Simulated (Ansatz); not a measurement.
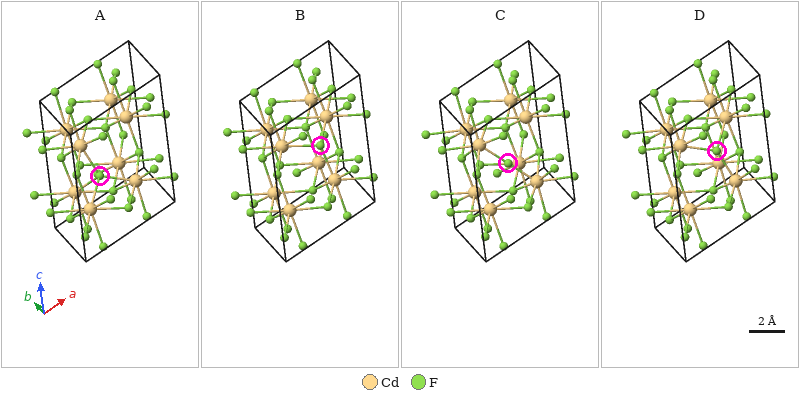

4 geometries from a converged minimum-energy path of a defect cell of composition Cd₈F₁₅ with an F vacancy (23 atoms in the cell), shuffled. The picture is a ball-and-stick view of the reduced simulation cell (origin moved), seen slightly off an axis. The moving atom is ringed, with any periodic copies. Lengths and directions refer to the drawn axes. Bonds to atoms that aren't drawn are left out.

Method: DFT, PAW plane waves, PBE in Ansatz 0.2.0. Settings: plane-wave cutoff 420 eV; k-point mesh 2 × 2 × 2; Gaussian smearing 0.1 eV; 5 movable images; climbing image; force threshold 0.05 eV/Å; iteration limit 40.

> Which frame is the top of the path?

C. In order along the path, whose images run from 0 to 6: B (image 0, 0.00 eV), D (image 1, +0.09 eV), C (image 3, +0.41 eV), A (image 5, +0.09 eV). It is a vacancy jump: a nearby atom moves into the empty site and leaves its own site empty. An F atom travels furthest, 2.51 Å from end to end, along [−1 1 −1], on a straight line. At the highest image its nearest neighbour (Cd) is 2.10 Å away, against 2.29 Å at the start, and the surrounding atoms stand up to 0.17 Å off the mean of their end positions.

Limits of the set-up: the cell has an odd number of electrons but was run without spin polarisation; the k-point mesh is coarse for a cell with partly filled bands; the periodic images lie only 7.6 Å apart, so the values are limited by the cell's size.

Cost: 3.2 min on 4 threads of Intel(R) Xeon(R) Platinum 8488C (Sapphire Rapids), on a shared host, peak memory 2.5 GiB.
